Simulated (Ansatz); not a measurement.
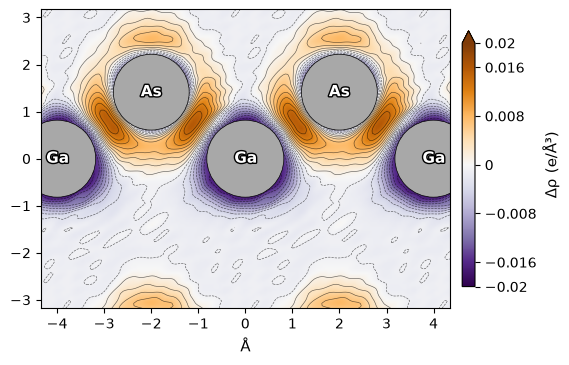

GaAs. Difference of the valence pseudo-densities of two functionals at the same geometry, on the (011̄) plane of the calculation cell: one of LDA and r2SCAN less the other.

Both computed with Ansatz (plane waves, PAW), on the same k-point mesh. Grey discs cover the atomic cores.

```cif
data_structure
_symmetry_space_group_name_H-M 'P 1'
_symmetry_Int_Tables_number 1
_cell_length_a 3.9975
_cell_length_b 3.9975
_cell_length_c 3.9975
_cell_angle_alpha 60.000
_cell_angle_beta 60.000
_cell_angle_gamma 60.000
_cell_volume 45.17
loop_
_atom_site_label
_atom_site_type_symbol
_atom_site_fract_x
_atom_site_fract_y
_atom_site_fract_z
_atom_site_occupancy
Ga1 Ga 0.00000 0.00000 0.00000 1
As1 As 0.25000 0.25000 0.25000 1
```

**Which was subtracted from which, and what does the map show?**

It is r2SCAN less LDA. Against LDA, r2SCAN gives less density around Ga (−0.010 e/Å³ on average at 1.0 Å from the nucleus), more density around As (+0.004 e/Å³ on average at 1.0 Å from the nucleus) and a change of +0.014 e/Å³ at the midpoint of Ga–As.
